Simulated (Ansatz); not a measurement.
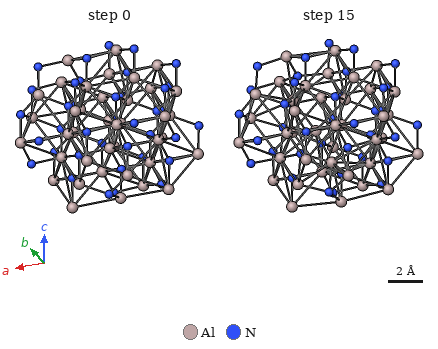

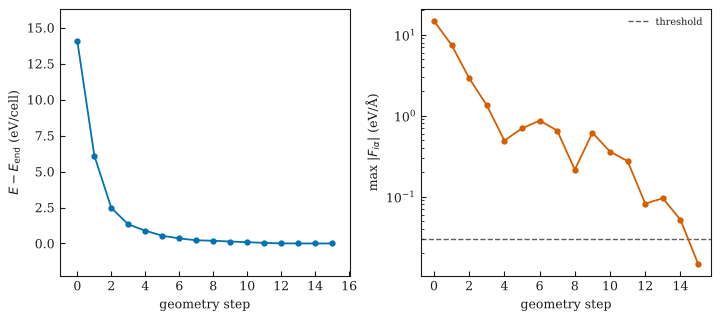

First and last geometry of a relaxation of a defect cell of composition Al49N47 (cell charge +2), with the history of the run. Style: ball-and-stick. Shown: the atoms within 5.8 Å of the atom that moves most (axes of the cell of the calculation (origin shifted)), from a free direction.

The atoms of the start lie slightly off their symmetric places, so part of the fall in energy undoes that.

Level of theory: DFT, PBEsol, PAW, plane waves (Ansatz 0.2.0). (plane-wave cutoff 420 eV; k-point mesh 1 × 1 × 1; mesh shifted by (0.25, 0.25, 0.25); no spin polarisation; atoms relaxed in a fixed cell; force threshold 0.03 eV/Å; at most 80 steps)

Q: Did the run converge, and what did it change?

A: It converged. After 15 geometry steps the energy has fallen by 14.067 eV per cell of the calculation. Largest force component: 15 eV/Å at the start, 0.015 eV/Å at the end. The atom that moves furthest is an Al atom (0.96 Å along [3 0 −2]). By element the largest moves are Al 0.96 Å, N 0.32 Å. The lattice vectors keep their values. Near-neighbour distances that change, for instance: Al–N 3.108 → 2.032 Å, Al–N 3.035 → 2.065 Å, Al–N 3.096 → 2.171 Å, Al–Al 3.596 → 2.678 Å. New bonds form, among them: Al–N (3.11 → 2.03 Å). Bond angles that change, for instance: Al–Al–N 106.5° → 55.4°, Al–Al–N 110.7° → 60.6°, Al–Al–Al 111.3° → 147.9°.

```csv
step,"E − E(0), meV/atom","largest force component, eV/Å"
0,0.00,14.8362
1,-82.92,7.4796
2,-120.83,2.9055
3,-132.72,1.3419
4,-137.28,0.4924
5,-140.92,0.6960
6,-142.88,0.8708
7,-144.23,0.6541
8,-144.58,0.2147
9,-145.13,0.6150
10,-145.62,0.3594
11,-146.11,0.2745
12,-146.48,0.0818
13,-146.52,0.0954
14,-146.53,0.0517
15,-146.54,0.0148
```

Limits of the set-up: the cell is charged, on a uniform background, and energies carry no finite-size correction.
